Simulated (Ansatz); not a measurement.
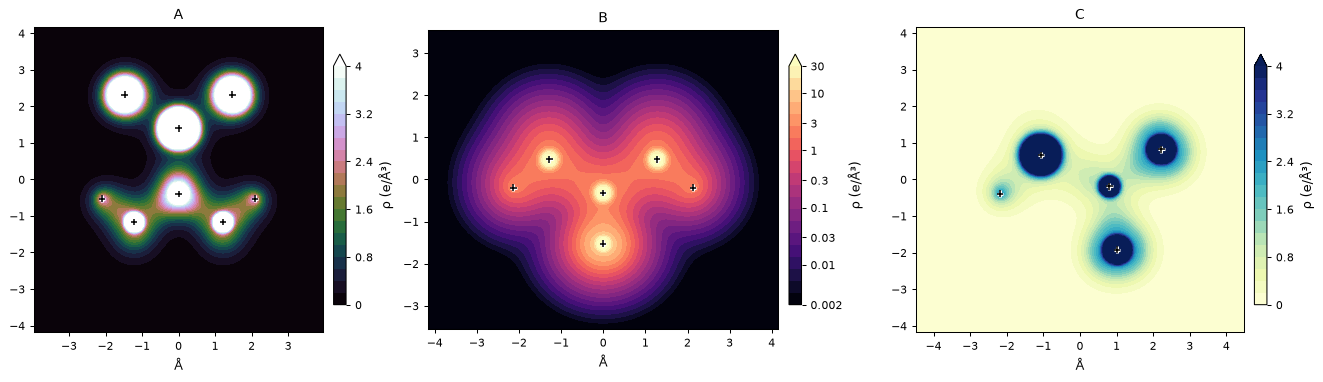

The total electron density of 3 systems, each on a plane through atoms (crosses mark nuclei in the plane).

The calculation used RKS PBE0-D4/def2-TZVPP (Ansatz 0.2.0).

System 1: BCl2GeH3 (SMILES Cl[B](Cl)[GeH3]), the plane of atoms Cl1, B2 and Cl3. Geometry: PBE0-D4/def2-TZVP.

```yaml
atoms:
  - { symbol: Cl, position_ang: [1.7495, -1.4282, 1.2087] }
  - { symbol: B, position_ang: [0.2064, -1.0219, 0.5115] }
  - { symbol: Cl, position_ang: [-1.0824, -2.1918, 0.6047] }
  - { symbol: Ge, position_ang: [-0.1231, 0.7985, -0.4122] }
  - { symbol: H, position_ang: [-0.5562, 0.5606, -1.8683] }
  - { symbol: H, position_ang: [-1.2661, 1.5343, 0.3067] }
  - { symbol: H, position_ang: [1.1333, 1.6805, -0.3967] }
```

System 2: C3H6O (SMILES CC(C)=O), the plane of atoms C3, C2 and O4. Geometry: PBE0-D4/def2-TZVP.

```yaml
atoms:
  - { symbol: C, position_ang: [-0.7635, 0.8437, -0.6055] }
  - { symbol: C, position_ang: [0.4980, 0.0467, -0.4006] }
  - { symbol: C, position_ang: [0.5251, -0.8662, 0.7971] }
  - { symbol: O, position_ang: [1.4350, 0.1348, -1.1541] }
  - { symbol: H, position_ang: [-1.6373, 0.1865, -0.6113] }
  - { symbol: H, position_ang: [-0.8985, 1.5408, 0.2270] }
  - { symbol: H, position_ang: [-0.7078, 1.3994, -1.5396] }
  - { symbol: H, position_ang: [-0.2339, -1.6461, 0.6836] }
  - { symbol: H, position_ang: [1.5067, -1.3256, 0.8958] }
  - { symbol: H, position_ang: [0.2761, -0.3140, 1.7074] }
```

System 3: C2H6F2GaN (SMILES C[N](C)[Ga]([F])[F]), the plane of atoms F5, Ga4 and F6. Geometry: PBE0-D4/def2-TZVP.

```
atom    x (Å)    y (Å)    z (Å)
   C  -0.6449  -0.6642   1.0884
   N  -0.0081   0.0232  -0.0087
   C   1.1426  -0.6549  -0.5545
  Ga  -0.5991   1.5880  -0.6427
   F   0.1810   2.4039  -1.9688
   F  -1.9907   2.3924   0.0274
   H   0.0507  -0.8031   1.9270
   H  -0.9980  -1.6584   0.7828
   H  -1.5044  -0.1005   1.4550
   H   1.5770  -0.0845  -1.3772
   H   0.8734  -1.6486  -0.9372
   H   1.9205  -0.7934   0.2085
```

Which map belongs to which system?

Answer. Panel A is system 3, C2H6F2GaN: the plane holds C, N, Ga, F and H. C–N (1.44 Å): ρ is about 2 e/Å³ halfway. Panel B is system 2, C3H6O: the plane holds C, O and H. C–O (1.21 Å): ρ is about 3.4 e/Å³ halfway. Panel C is system 1, BCl2GeH3: the plane holds Cl, B, Ge and H. B–Cl (1.74 Å): the density is about 1.4 e/Å³ at the midpoint.
